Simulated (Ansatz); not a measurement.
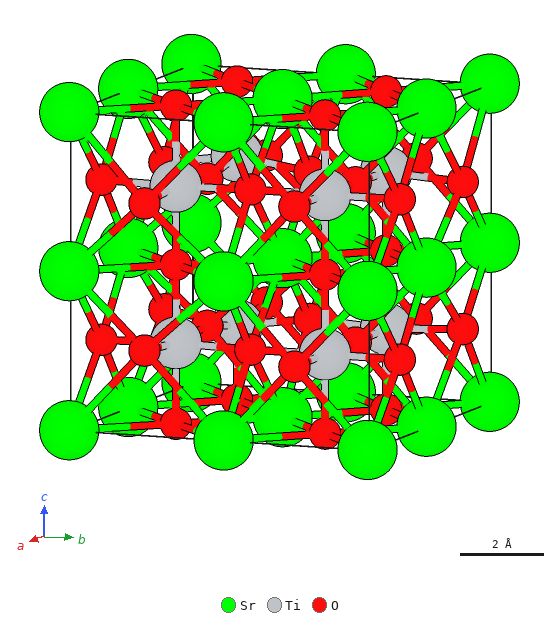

**Figure 1.** The starting structure (ball-and-stick view of the cell of the calculation, seen slightly off an axis).

**Nudged elastic band of Sr₈Ti₈O₂₃ (charge +2) (part 1 of 3)**

System: Sr₈Ti₈O₂₃ (defect cell, 39 atoms in the cell, total charge +2).
Method: DFT PBEsol, scalar-relativistic, plane waves, PAW, no spin polarisation (Ansatz 0.2.0).

The structure derives from a Materials Project entry. It belongs to a series of runs on one base structure; here: climbing-image band for the jump of O by 2.47 A.

## The program's output
```
Warning: neb: disabling space-group detection — the band's intermediate images generally break the endpoint symmetry, so no spatial operation reduces the k-mesh or symmetrises the density, except that a semilocal band can use its path's symmetry ahead of convergence; time reversal is kept, so that k and −k are solved as one point where they differ and the mesh holds both, and exact exchange and, on two spinor components, a DFT+U term hold to it where the run has them: on two components no moment then forms, and a state that bears one, which a typed moment (crystal.atoms[].spin; refused beside efield: under a hybrid functional) reaches, can lie lower, under hf by electronvolts; crystal.symmetry.detect: false (a key that needs symmetry detection or time reversal refuses this as the deck is read) with time_reversal: false beside it drops time reversal too
Engine: ansatz 0.2.0, x86_64-unknown-linux-gnu
Pseudopotentials: kind: paw
Pseudopotential: Sr, paw, valence charge 10, recommended cutoff 420 eV (normal), Sr.paw.azcp
Pseudopotential: Ti, paw, valence charge 12, recommended cutoff 420 eV (normal), Ti.paw.azcp
Pseudopotential: O, paw, valence charge 6, recommended cutoff 420 eV (normal), O.paw.azcp
Functional definition: PBEsol
  exchange = pbesol_x
  correlation = pbesol_c
parallel-image band execution: 5 concurrent image workers
NEB image 0
Crystal: 39 atoms, lattice volume = 471.320 Å³
Basis set: ecut = 420 eV, 9171 PW (Γ), exchange–correlation on 108×108×108 points (8 copies of the dense FFT grid, shifted against one another)
Bands: 195, of which v1, the nominal top of the filled ones, is band 156 counted from 1 (155 counted from 0)
Symmetry: 1 space group operations
k-points: 4 of 8 (time reversal used)
Non-local potential: Sr, projectors of the file, l = 0: 3, l = 1: 2, l = 2: 2
Non-local potential: Ti, projectors of the file, l = 0: 3, l = 1: 2, l = 2: 3, l = 3: 1
Non-local potential: O, projectors of the file, l = 0: 2, l = 1: 2, l = 2: 1
PAW form: soft (Blöchl's): semilocal exchange-correlation on the pseudo side does not see the compensation charge
PAW frozen core: Sr, regenerated for the run's functional, and the local potential with it (the file was generated under x = pbe(κ = 0.804, μ = 0.2195149727645171), c = pbe(β = 0.06672455060314922))
PAW frozen core: Ti, regenerated for the run's functional, and the local potential with it (the file was generated under x = pbe(κ = 0.804, μ = 0.2195149727645171), c = pbe(β = 0.06672455060314922))
PAW frozen core: O, regenerated for the run's functional, and the local potential with it (the file was generated under x = pbe(κ = 0.804, μ = 0.2195149727645171), c = pbe(β = 0.06672455060314922))
PAW one-centre angular grid: Sr, 110 points (default); XC on 64 Gauss nodes
PAW one-centre angular grid: Ti, 590 points (default); XC on 64 Gauss nodes
PAW one-centre angular grid: O, 110 points (default); XC on 64 Gauss nodes
Initial density: superposition of atomic densities (neutral atoms scaled as one to the charged cell's electrons: chi_scale 0, normalization atom), corrected by the library's trained network
Initial wavefunctions: pseudopotential atomic-orbital guess
Functional: x = pbesol(κ = 0.804, μ = 0.12345679012345678), c = pbesol(β = 0.046)
SCF iter   1: F=—  HF=-60718.655458 eV  |F-HF|=—  |Δ(HF+E_count)|=         —  Δρ=1.26e-2  dr2=1.01e0  ethr=1.77e-3  ⟨swp⟩=7.0  Hψ=3516  notcnv=0  defer=16
preconditioner: auto → Resta (q_TF=auto, 2.547 Å⁻¹)  ε∞=5.8  [insulator: Δε(μ)=2.363 eV  Ē_g=11.893 eV  σ=0.020 eV  W_gap=1.00  n_scr=122 (ndim 8)  ℏωp=26.1 eV  f_vac=0.000  D(μ)=0.00/eV (n_scr^D=0)  ε∞_Penn≈5.8]
SCF iter   2: F=—  HF=-60718.531512 eV  |F-HF|=—  |Δ(HF+E_count)|=   1.24e-1  Δρ=5.60e-3  dr2=2.70e-1  ethr=3.22e-4  ⟨swp⟩=2.0  Hψ=934  notcnv=0  defer=128
SCF iter   3: F=—  HF=-60718.479811 eV  |F-HF|=—  |Δ(HF+E_count)|=   5.17e-2  Δρ=1.47e-3  dr2=2.54e-2  ethr=8.65e-5  ⟨swp⟩=3.0  Hψ=1036  notcnv=0  defer=128
SCF iter   4: F=—  HF=-60718.476321 eV  |F-HF|=—  |Δ(HF+E_count)|=   3.49e-3  Δρ=5.52e-4  dr2=2.73e-3  ethr=8.15e-6  ⟨swp⟩=2.0  Hψ=1012  notcnv=0  defer=128
SCF iter   5: F=—  HF=-60718.476438 eV  |F-HF|=—  |Δ(HF+E_count)|=   1.18e-4  Δρ=1.43e-4  dr2=1.28e-4  ethr=8.74e-7  ⟨swp⟩=2.0  Hψ=1272  notcnv=0  defer=128
SCF iter   6: F=—  HF=-60718.476458 eV  |F-HF|=—  |Δ(HF+E_count)|=   1.98e-5  Δρ=5.25e-5  dr2=1.12e-5  ethr=4.10e-8  ⟨swp⟩=2.0  Hψ=1045  notcnv=0  defer=128
SCF iter   7: F=—  HF=-60718.476796 eV  |F-HF|=—  |Δ(HF+E_count)|=   3.38e-4  Δρ=2.17e-5  dr2=2.22e-6  ethr=3.60e-9  ⟨swp⟩=2.0  Hψ=1404  notcnv=0  defer=128
SCF iter   8: F=—  HF=-60718.476796 eV  |F-HF|=—  |Δ(HF+E_count)|=   2.79e-8  Δρ=5.46e-6  dr2=1.52e-7  ethr=7.11e-10  ⟨swp⟩=2.0  Hψ=1112  notcnv=0  defer=128
SCF iter   9: F=-60718.476796 eV  HF=-60718.476796 eV  |F-HF|=7.71e-9  |Δ(HF+E_count)|=   1.00e-8  Δρ=1.58e-6  dr2=1.29e-8  ethr=3.21e-11  ⟨swp⟩=4.0  Hψ=2373  notcnv=0
SCF 1 converged in 9 iterations: F = -60718.476796 eV  dr2 = 1.29e-8
  greatest PAW one-centre occupation: 0.999 electrons in one spin orbital (limit 2), on the Ti atom at site 11 (counted from 0), in its partial waves of l = 0
NSCF: frozen V_eff on 4 k-points
NEB image 6
SCF iter   1: F=—  HF=-60718.655074 eV  |F-HF|=—  |Δ(HF+E_count)|=         —  Δρ=1.26e-2  dr2=1.01e0  ethr=1.77e-3  ⟨swp⟩=6.8  Hψ=3499  notcnv=0  defer=17
preconditioner: auto → Resta (q_TF=auto, 2.547 Å⁻¹)  ε∞=5.8  [insulator: Δε(μ)=2.364 eV  Ē_g=11.893 eV  σ=0.020 eV  W_gap=1.00  n_scr=122 (ndim 8)  ℏωp=26.1 eV  f_vac=0.000  D(μ)=0.00/eV (n_scr^D=0)  ε∞_Penn≈5.8]
SCF iter   2: F=—  HF=-60718.531491 eV  |F-HF|=—  |Δ(HF+E_count)|=   1.24e-1  Δρ=5.61e-3  dr2=2.70e-1  ethr=3.22e-4  ⟨swp⟩=2.0  Hψ=934  notcnv=0  defer=128
SCF iter   3: F=—  HF=-60718.479761 eV  |F-HF|=—  |Δ(HF+E_count)|=   5.17e-2  Δρ=1.46e-3  dr2=2.52e-2  ethr=8.67e-5  ⟨swp⟩=3.0  Hψ=1036  notcnv=0  defer=128
SCF iter   4: F=—  HF=-60718.476328 eV  |F-HF|=—  |Δ(HF+E_count)|=   3.43e-3  Δρ=5.49e-4  dr2=2.70e-3  ethr=8.06e-6  ⟨swp⟩=2.0  Hψ=1012  notcnv=0  defer=128
SCF iter   5: F=—  HF=-60718.476438 eV  |F-HF|=—  |Δ(HF+E_count)|=   1.10e-4  Δρ=1.43e-4  dr2=1.27e-4  ethr=8.65e-7  ⟨swp⟩=2.0  Hψ=1272  notcnv=0  defer=128
SCF iter   6: F=—  HF=-60718.476472 eV  |F-HF|=—  |Δ(HF+E_count)|=   3.35e-5  Δρ=5.29e-5  dr2=1.13e-5  ethr=4.08e-8  ⟨swp⟩=2.0  Hψ=1112  notcnv=0  defer=128
SCF iter   7: F=—  HF=-60718.476796 eV  |F-HF|=—  |Δ(HF+E_count)|=   3.24e-4  Δρ=2.15e-5  dr2=2.19e-6  ethr=3.63e-9  ⟨swp⟩=2.0  Hψ=1404  notcnv=0  defer=128
SCF iter   8: F=—  HF=-60718.476796 eV  |F-HF|=—  |Δ(HF+E_count)|=   2.95e-8  Δρ=5.43e-6  dr2=1.53e-7  ethr=7.01e-10  ⟨swp⟩=2.0  Hψ=1112  notcnv=0  defer=128
SCF iter   9: F=-60718.476796 eV  HF=-60718.476796 eV  |F-HF|=7.51e-9  |Δ(HF+E_count)|=   1.01e-8  Δρ=1.58e-6  dr2=1.28e-8  ethr=3.21e-11  ⟨swp⟩=4.0  Hψ=2376  notcnv=0
SCF 2 converged in 9 iterations: F = -60718.476796 eV  dr2 = 1.28e-8
[... from here on the iterations of each SCF are left out, up to the last one ...]
NSCF: frozen V_eff on 4 k-points
NEB end point (image 0): max|allowed force component| = 1.155e-2 eV/Å (the criterion of neb.relax_end_points is 1.000e-2)
NEB end point (image 6): max|allowed force component| = 1.156e-2 eV/Å (the criterion of neb.relax_end_points is 1.000e-2)
NEB image 1
preconditioner: auto → Resta (q_TF=auto, 2.547 Å⁻¹)  ε∞=5.8  [insulator: Δε(μ)=2.266 eV  Ē_g=11.917 eV  σ=0.020 eV  W_gap=1.00  n_scr=122 (ndim 8)  ℏωp=26.1 eV  f_vac=0.000  D(μ)=0.00/eV (n_scr^D=0)  ε∞_Penn≈5.8]
SCF 3 converged in 9 iterations: F = -60717.873367 eV  dr2 = 1.09e-8
NEB image 2
preconditioner: auto → Resta (q_TF=auto, 2.547 Å⁻¹)  ε∞=5.8  [insulator: Δε(μ)=2.196 eV  Ē_g=11.953 eV  σ=0.020 eV  W_gap=1.00  n_scr=122 (ndim 8)  ℏωp=26.1 eV  f_vac=0.000  D(μ)=0.00/eV (n_scr^D=0)  ε∞_Penn≈5.8]
SCF 4 converged in 9 iterations: F = -60716.670531 eV  dr2 = 8.30e-9
NEB image 3
preconditioner: auto → Resta (q_TF=auto, 2.547 Å⁻¹)  ε∞=5.7  [insulator: Δε(μ)=2.166 eV  Ē_g=11.966 eV  σ=0.020 eV  W_gap=1.00  n_scr=122 (ndim 8)  ℏωp=26.1 eV  f_vac=0.000  D(μ)=0.00/eV (n_scr^D=0)  ε∞_Penn≈5.7]
SCF 5 converged in 9 iterations: F = -60716.031876 eV  dr2 = 6.29e-9
NEB image 4
SCF 6 converged in 9 iterations: F = -60716.670526 eV  dr2 = 8.29e-9
NEB image 5
SCF 7 converged in 9 iterations: F = -60717.873362 eV  dr2 = 1.06e-8
NEB iter   1: max|band force component| = 8.321e0 eV/Å  barrier→ = 2.4449 eV  barrier← = 2.4449 eV  Δτ_max = 0.1777 Å  (63 SCF iters)
NEB image 1
Initial density: handed on by an earlier stage of this run
Initial wavefunctions: those handed on with the density
preconditioner: auto → Resta (q_TF=auto, 2.547 Å⁻¹)  ε∞=5.7  [insulator: Δε(μ)=2.317 eV  Ē_g=12.043 eV  σ=0.020 eV  W_gap=1.00  n_scr=122 (ndim 8)  ℏωp=26.1 eV  f_vac=0.009  D(μ)=0.00/eV (n_scr^D=0)  ε∞_Penn≈5.7]
SCF 8 converged in 8 iterations: F = -60718.150407 eV  dr2 = 6.57e-8
NEB image 2
preconditioner: auto → Resta (q_TF=auto, 2.547 Å⁻¹)  ε∞=5.6  [insulator: Δε(μ)=2.168 eV  Ē_g=12.091 eV  σ=0.020 eV  W_gap=1.00  n_scr=122 (ndim 8)  ℏωp=26.1 eV  f_vac=0.010  D(μ)=0.00/eV (n_scr^D=0)  ε∞_Penn≈5.6]
SCF 9 converged in 9 iterations: F = -60717.553361 eV  dr2 = 1.93e-8
NEB image 3
preconditioner: auto → Resta (q_TF=auto, 2.547 Å⁻¹)  ε∞=5.6  [insulator: Δε(μ)=2.123 eV  Ē_g=12.114 eV  σ=0.020 eV  W_gap=1.00  n_scr=122 (ndim 8)  ℏωp=26.1 eV  f_vac=0.011  D(μ)=0.00/eV (n_scr^D=0)  ε∞_Penn≈5.6]
SCF 10 converged in 9 iterations: F = -60717.238054 eV  dr2 = 3.35e-8
NEB image 4
SCF 11 converged in 9 iterations: F = -60717.553359 eV  dr2 = 1.95e-8
NEB image 5
SCF 12 converged in 8 iterations: F = -60718.150403 eV  dr2 = 6.56e-8
NEB iter   2: max|band force component| = 2.874e0 eV/Å  barrier→ = 1.2387 eV  barrier← = 1.2387 eV  Δτ_max = 0.1173 Å  (43 SCF iters)
[... from here on the SCF iterations and repeated set-up lines of each step are left out, up to the last step ...]
NEB image 1
SCF 13 converged in 8 iterations: F = -60718.317975 eV  dr2 = 4.64e-8
NEB image 2
SCF 14 converged in 9 iterations: F = -60717.970663 eV  dr2 = 1.06e-8
NEB image 3
SCF 15 converged in 9 iterations: F = -60717.797197 eV  dr2 = 1.40e-8
NEB image 4
SCF 16 converged in 9 iterations: F = -60717.970663 eV  dr2 = 1.07e-8
NEB image 5
SCF 17 converged in 8 iterations: F = -60718.317975 eV  dr2 = 4.64e-8
NEB iter   3: max|band force component| = 1.148e0 eV/Å  barrier→ = 0.6796 eV  barrier← = 0.6796 eV  Δτ_max = 0.0359 Å  (43 SCF iters)
NEB image 1
SCF 18 converged in 7 iterations: F = -60718.348929 eV  dr2 = 2.08e-8
NEB image 2
SCF 19 converged in 7 iterations: F = -60718.045114 eV  dr2 = 3.66e-8
NEB image 3
SCF 20 converged in 7 iterations: F = -60717.895872 eV  dr2 = 4.93e-8
NEB image 4
SCF 21 converged in 7 iterations: F = -60718.045114 eV  dr2 = 3.64e-8
NEB image 5
SCF 22 converged in 7 iterations: F = -60718.348929 eV  dr2 = 2.08e-8
NEB iter   4: max|band force component| = 4.168e-1 eV/Å  barrier→ = 0.5809 eV  barrier← = 0.5809 eV  CI = image 3  Δτ_max = 0.0309 Å  (35 SCF iters)
NEB image 1
SCF 23 converged in 7 iterations: F = -60718.364659 eV  dr2 = 1.41e-8
NEB image 2
SCF 24 converged in 7 iterations: F = -60718.072576 eV  dr2 = 3.04e-8
NEB image 3
SCF 25 converged in 7 iterations: F = -60717.926986 eV  dr2 = 4.65e-8
NEB image 4
SCF 26 converged in 7 iterations: F = -60718.072576 eV  dr2 = 3.04e-8
NEB image 5
SCF 27 converged in 7 iterations: F = -60718.364659 eV  dr2 = 1.42e-8
NEB iter   5: max|band force component| = 1.341e-1 eV/Å  barrier→ = 0.5498 eV  barrier← = 0.5498 eV  CI = image 3  Δτ_max = 0.0155 Å  (35 SCF iters)
NEB image 1
SCF 28 converged in 6 iterations: F = -60718.372568 eV  dr2 = 4.90e-8
NEB image 2
SCF 29 converged in 6 iterations: F = -60718.081479 eV  dr2 = 6.73e-8
NEB image 3
SCF 30 converged in 6 iterations: F = -60717.933993 eV  dr2 = 7.68e-8
NEB image 4
SCF 31 converged in 6 iterations: F = -60718.081478 eV  dr2 = 6.74e-8
NEB image 5
SCF 32 converged in 6 iterations: F = -60718.372568 eV  dr2 = 4.93e-8
NEB iter   6: max|band force component| = 1.362e-1 eV/Å  barrier→ = 0.5428 eV  barrier← = 0.5428 eV  CI = image 3  Δτ_max = 0.0077 Å  (30 SCF iters)
NEB image 1
SCF 33 converged in 6 iterations: F = -60718.376272 eV  dr2 = 2.91e-8
NEB image 2
SCF 34 converged in 6 iterations: F = -60718.085815 eV  dr2 = 3.56e-8
NEB image 3
SCF 35 converged in 6 iterations: F = -60717.937496 eV  dr2 = 2.19e-8
NEB image 4
SCF 36 converged in 6 iterations: F = -60718.085814 eV  dr2 = 3.56e-8
NEB image 5
SCF 37 converged in 6 iterations: F = -60718.376272 eV  dr2 = 2.91e-8
NEB iter   7: max|band force component| = 1.133e-1 eV/Å  barrier→ = 0.5393 eV  barrier← = 0.5393 eV  CI = image 3  Δτ_max = 0.0077 Å  (30 SCF iters)
NEB image 1
SCF 38 converged in 6 iterations: F = -60718.380130 eV  dr2 = 2.21e-8
NEB image 2
SCF 39 converged in 6 iterations: F = -60718.090289 eV  dr2 = 2.21e-8
NEB image 3
SCF 40 converged in 6 iterations: F = -60717.940454 eV  dr2 = 1.47e-8
NEB image 4
SCF 41 converged in 6 iterations: F = -60718.090289 eV  dr2 = 2.21e-8
NEB image 5
SCF 42 converged in 6 iterations: F = -60718.380130 eV  dr2 = 2.22e-8
NEB iter   8: max|band force component| = 1.024e-1 eV/Å  barrier→ = 0.5363 eV  barrier← = 0.5363 eV  CI = image 3  Δτ_max = 0.0077 Å  (30 SCF iters)
NEB image 1
SCF 43 converged in 6 iterations: F = -60718.383069 eV  dr2 = 1.34e-8
NEB image 2
SCF 44 converged in 6 iterations: F = -60718.094346 eV  dr2 = 1.63e-8
NEB image 3
SCF 45 converged in 6 iterations: F = -60717.943258 eV  dr2 = 6.66e-9
NEB image 4
SCF 46 converged in 6 iterations: F = -60718.094346 eV  dr2 = 1.63e-8
NEB image 5
SCF 47 converged in 6 iterations: F = -60718.383069 eV  dr2 = 1.34e-8
NEB iter   9: max|band force component| = 1.017e-1 eV/Å  barrier→ = 0.5335 eV  barrier← = 0.5335 eV  CI = image 3  Δτ_max = 0.0077 Å  (30 SCF iters)
NEB image 1
SCF 48 converged in 6 iterations: F = -60718.386080 eV  dr2 = 2.48e-8
NEB image 2
SCF 49 converged in 6 iterations: F = -60718.097725 eV  dr2 = 2.22e-8
NEB image 3
SCF 50 converged in 6 iterations: F = -60717.945428 eV  dr2 = 5.29e-9
NEB image 4
SCF 51 converged in 6 iterations: F = -60718.097725 eV  dr2 = 2.22e-8
NEB image 5
SCF 52 converged in 6 iterations: F = -60718.386080 eV  dr2 = 2.47e-8
NEB iter  10: max|band force component| = 8.184e-2 eV/Å  barrier→ = 0.5314 eV  barrier← = 0.5314 eV  CI = image 3  Δτ_max = 0.0077 Å  (30 SCF iters)
NEB image 1
SCF 53 converged in 6 iterations: F = -60718.388980 eV  dr2 = 2.34e-8
NEB image 2
SCF 54 converged in 6 iterations: F = -60718.100394 eV  dr2 = 2.36e-8
NEB image 3
SCF 55 converged in 6 iterations: F = -60717.947292 eV  dr2 = 5.69e-9
NEB image 4
SCF 56 converged in 6 iterations: F = -60718.100394 eV  dr2 = 2.36e-8
NEB image 5
SCF 57 converged in 6 iterations: F = -60718.388980 eV  dr2 = 2.34e-8
NEB iter  11: max|band force component| = 7.951e-2 eV/Å  barrier→ = 0.5295 eV  barrier← = 0.5295 eV  CI = image 3  Δτ_max = 0.0077 Å  (30 SCF iters)
NEB image 1
SCF 58 converged in 6 iterations: F = -60718.392020 eV  dr2 = 1.27e-8
NEB image 2
SCF 59 converged in 6 iterations: F = -60718.103155 eV  dr2 = 8.67e-9
NEB image 3
SCF 60 converged in 6 iterations: F = -60717.948546 eV  dr2 = 3.41e-9
NEB image 4
SCF 61 converged in 6 iterations: F = -60718.103155 eV  dr2 = 8.71e-9
NEB image 5
SCF 62 converged in 6 iterations: F = -60718.392020 eV  dr2 = 1.27e-8
NEB iter  12: max|band force component| = 7.028e-2 eV/Å  barrier→ = 0.5282 eV  barrier← = 0.5282 eV  CI = image 3  Δτ_max = 0.0077 Å  (30 SCF iters)
NEB image 1
preconditioner: auto → Resta (q_TF=auto, 2.547 Å⁻¹)  ε∞=5.7  [insulator: Δε(μ)=2.625 eV  Ē_g=12.017 eV  σ=0.020 eV  W_gap=1.00  n_scr=122 (ndim 8)  ℏωp=26.1 eV  f_vac=0.008  D(μ)=0.00/eV (n_scr^D=0)  ε∞_Penn≈5.7]
SCF 63 converged in 6 iterations: F = -60718.392486 eV  dr2 = 3.11e-9
NEB image 2
preconditioner: auto → Resta (q_TF=auto, 2.547 Å⁻¹)  ε∞=5.7  [insulator: Δε(μ)=2.670 eV  Ē_g=12.039 eV  σ=0.020 eV  W_gap=1.00  n_scr=122 (ndim 8)  ℏωp=26.1 eV  f_vac=0.007  D(μ)=0.00/eV (n_scr^D=0)  ε∞_Penn≈5.7]
SCF 64 converged in 6 iterations: F = -60718.103255 eV  dr2 = 6.33e-9
NEB image 3
preconditioner: auto → Resta (q_TF=auto, 2.547 Å⁻¹)  ε∞=5.7  [insulator: Δε(μ)=2.677 eV  Ē_g=12.046 eV  σ=0.020 eV  W_gap=1.00  n_scr=122 (ndim 8)  ℏωp=26.1 eV  f_vac=0.007  D(μ)=0.00/eV (n_scr^D=0)  ε∞_Penn≈5.7]
SCF 65 converged in 6 iterations: F = -60717.949304 eV  dr2 = 5.62e-9
NEB image 4
SCF 66 converged in 6 iterations: F = -60718.103255 eV  dr2 = 6.33e-9
NEB image 5
iter 1 solved again at ethr=9.02e-8 eV; its pass at ethr=3.10e-3 eV (dr2=2.81e-4 eV) is discarded
SCF iter   1: F=—  HF=-60718.392326 eV  |F-HF|=—  |Δ(HF+E_count)|=         —  Δρ=2.62e-4  dr2=3.01e-4  ethr=9.02e-8  ⟨swp⟩=4.0  Hψ=2668  notcnv=0
SCF iter   2: F=—  HF=-60718.392269 eV  |F-HF|=—  |Δ(HF+E_count)|=   5.68e-5  Δρ=1.39e-4  dr2=9.68e-5  ethr=9.02e-8  ⟨swp⟩=1.0  Hψ=780  notcnv=0
SCF iter   3: F=—  HF=-60718.392487 eV  |F-HF|=—  |Δ(HF+E_count)|=   2.18e-4  Δρ=2.59e-5  dr2=2.80e-6  ethr=3.10e-8  ⟨swp⟩=2.5  Hψ=1138  notcnv=0
SCF iter   4: F=—  HF=-60718.392487 eV  |F-HF|=—  |Δ(HF+E_count)|=   1.98e-7  Δρ=7.29e-6  dr2=3.21e-7  ethr=8.98e-10  ⟨swp⟩=2.0  Hψ=1234  notcnv=0
iter 5 did not close the SCF: its close was put off for the readings that it lacked (scf_convergence_deferred on its scf_iter line)
SCF iter   5: F=-60718.392487 eV  HF=-60718.392487 eV  |F-HF|=5.07e-9  |Δ(HF+E_count)|=   6.81e-9  Δρ=2.08e-6  dr2=2.19e-8  ethr=1.03e-10  ⟨swp⟩=2.0  Hψ=1056  notcnv=0
SCF iter   6: F=-60718.392487 eV  HF=-60718.392487 eV  |F-HF|=1.20e-9  |Δ(HF+E_count)|=   1.21e-9  Δρ=8.03e-7  dr2=3.06e-9  ethr=7.00e-12  ⟨swp⟩=2.0  Hψ=2580  notcnv=0
SCF 67 converged in 6 iterations: F = -60718.392487 eV  dr2 = 3.06e-9
NEB image 1
NSCF: frozen V_eff on 4 k-points
NEB image 2
NSCF: frozen V_eff on 4 k-points
NEB image 4
NSCF: frozen V_eff on 4 k-points
NEB image 5
NSCF: frozen V_eff on 4 k-points
NEB image 3
NSCF: frozen V_eff on 4 k-points
the band table was solved once a step of the walk had ended and its energy, with any forces and stress, was formed, with the checks that follow a solve (2764 applications of the Hamiltonian). They found nothing against the state; the energy, forces and stress were not computed again (output.eigenvalues in the input reference)
NEB iter  13: max|band force component| = 4.412e-2 eV/Å  barrier→ = 0.5275 eV  barrier← = 0.5275 eV  CI = image 3  Δτ_max = 0.0000 Å  (30 SCF iters)
```
